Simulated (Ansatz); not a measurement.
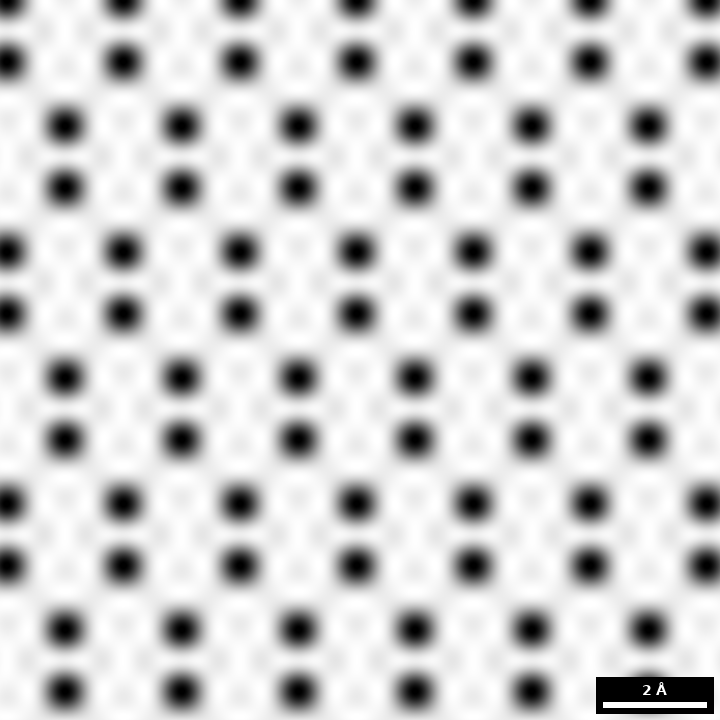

Phase-contrast TEM-like image of Cr (Fddd, No. 70). Simulated in the weak-phase-object approximation with neutral-atom potentials: 300 kV, Cs = 20 µm, defocus −75 Å (negative is underfocus), defocus spread 8 Å, aperture 1.36 1/Å. Structure used: a calculation's starting geometry; the starting structure was generated, so it need not be a known form of this composition.

```
Cr
1.0
     2.36644    0.00000    0.00000
     0.00000    4.89761    0.00000
     0.00000    0.00000    7.95301
Cr
8
Direct
  0.25000 0.25000 0.25000
  0.00000 0.50000 0.50000
  0.25000 0.75000 0.75000
  0.00000 0.00000 0.00000
  0.75000 0.25000 0.75000
  0.50000 0.50000 0.00000
  0.75000 0.75000 0.25000
  0.50000 0.00000 0.50000
```

Along which zone axis is the crystal seen: [100], [010], [110] or [101]? (Directions equivalent by symmetry count as one.)

[101]. The projected cells are 2.34 × 2.34 Å, 117° for [100]; 1.18 × 2.07 Å, 107° for [010]; 2.13 × 4.12 Å, 105° for [110]; 2.27 × 2.70 Å, 115° for [101], and the image repeats as the [101] one does.
